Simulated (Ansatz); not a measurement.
**C11O (slab): density, localisation and related maps**

```
CELL_PARAMETERS angstrom
2.46498 0.00000 0.00000
-1.23249 2.13474 0.00000
0.00000 0.00000 33.62687
ATOMIC_POSITIONS crystal
C 0.00000 0.00000 0.25277
C 0.66667 0.33333 0.25277
C 0.00000 0.00000 0.35297
C 0.33333 0.66667 0.35297
C 0.00000 0.00000 0.45326
C 0.66667 0.33333 0.45326
C 0.00000 0.00000 0.55317
C 0.33333 0.66667 0.55318
C 0.00000 0.00000 0.65377
C 0.66667 0.33333 0.65379
C 0.00000 0.00000 0.75527
O 0.00000 0.00000 0.78900
```

These are results of Ansatz, DFT PBE+D3(BJ), scalar-relativistic, plane waves, PAW, not measurements.

Core electrons are frozen (PAW), and the valence fields are smoothed inside the atomic spheres.

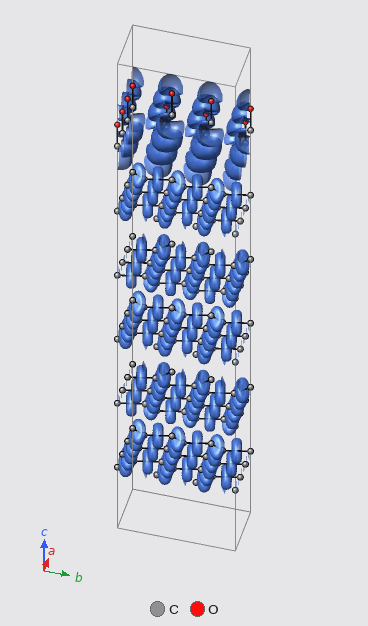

Figure 1. Isosurface of the ELF at 0.8 (blue), seen at an oblique angle. Only the valence region is drawn (cores and ρ < 0.01 e/Å³ removed). Sticks mark near contacts.

**Describe the localisation domains.**

The surface consists of 15 regions between bonded C–C atoms, one region between bonded C–O atoms, one lobe on C, pointing away from the bonds (lone pairs) and one lobe on O, pointing away from the bonds (lone pairs, which may merge into one lobe), counted in one cell of 12 atoms. Counts are for one cell; the picture repeats the cell along the surface.


C–O (1.13 Å): the ELF peaks at about 0.85 between the atoms. C–C (1.42 Å): the ELF peaks at about 0.95 between the atoms.

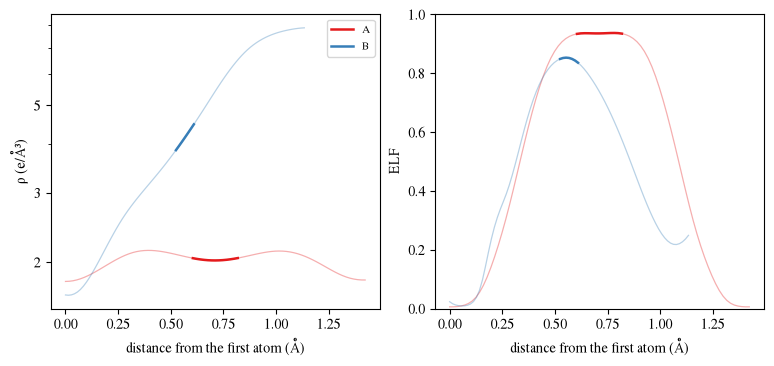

Figure 2. Valence pseudo-density and ELF along straight lines between neighbouring atoms. Thin, pale parts lie inside the atomic spheres.

**Which curve belongs to which contact (C–C and C–O)? The first atom named is at distance zero.**

Curve A: C–C (1.42 Å): the density is about 2 e/Å³ at the midpoint; the ELF peaks at about 0.95 between the atoms. Curve B: C–O (1.13 Å): ρ is about 4.1 e/Å³ halfway; the ELF peaks at about 0.85 between the atoms.

**Does the calculation make it a metal, or give it a gap?**

It is metallic or semimetallic at this level of theory: no gap opens.
